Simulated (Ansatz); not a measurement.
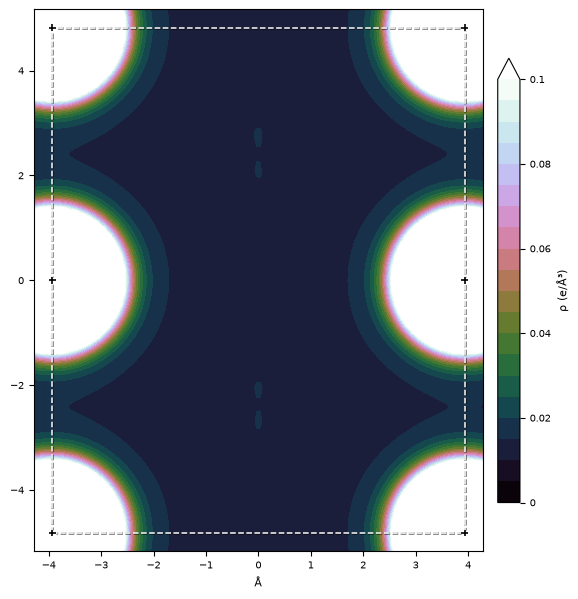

The valence pseudo-density on a plane through atoms (crosses mark nuclei in the plane).

Method: DFT PBEsol, scalar-relativistic, plane waves, PAW (Ansatz 0.2.0).

Candidates:
A. Rb, a = 7.87 Å, b = 7.87 Å, c = 9.64 Å, α = 90.00°, β = 90.00°, γ = 120.00°. Space group Im-3m.
B. Bi, a = 3.92 Å, b = 3.92 Å, c = 3.92 Å, α = 90.00°, β = 90.00°, γ = 90.00°. Space group Im-3m; a structure from a database of computed crystals, not necessarily the ambient phase; computed without spin polarisation.

> Which candidate gave the map?

Candidate A: Rb on the (100) plane of the calculation cell, which holds Rb. Rb–Rb (4.82 Å): ρ is about 0.02 e/Å³ halfway.
